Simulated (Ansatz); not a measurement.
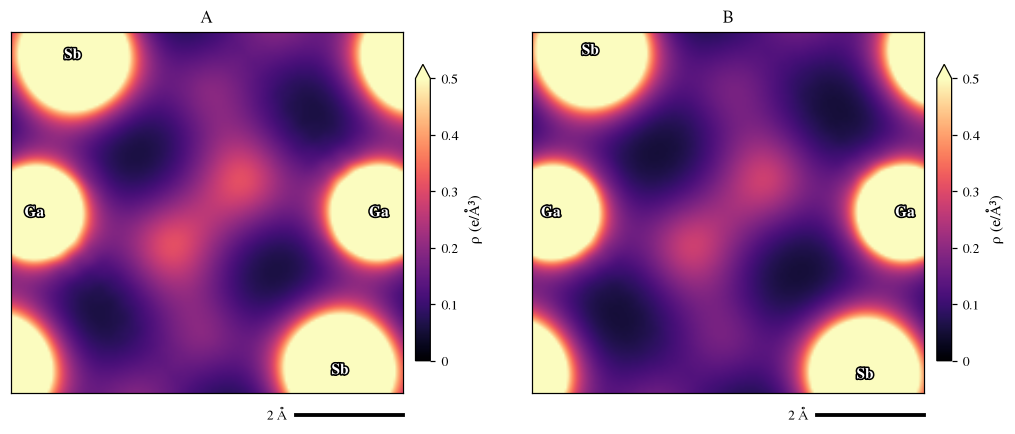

GaSb. The valence charge density (pseudo) of two cells that differ in size, on the (111) plane of each (indices in the axes of the calculation cell), at one length scale and on one colour scale: B has 24.6 Å³ an atom and A 22.6.

These are results of Kohn-Sham DFT of a periodic cell, PBEsol, Ansatz PAW in Ansatz 0.2.0, not measurements.

The larger cell:

```
Sb Ga
1.0
    -1.56621    2.69272    2.91247
     1.56621   -2.69272    2.91247
     1.56621    2.69272   -2.91247
Sb Ga
1 1
Direct
  0.50000 0.50000 0.00000
  0.00000 0.00000 0.00000
```

The smaller cell: a = 4.150 Å, b = 4.150 Å, c = 4.150 Å, α = 136.91°, β = 101.69°, γ = 93.85°.

What does the compression do to the bonding and the properties?

From the larger cell to the smaller, Ga–Sb goes from 3.12 to 3.03 Å, and the density at its midpoint from 0.19 to 0.21 e/Å³; the pressure goes from −4.0 to 0.3 GPa.
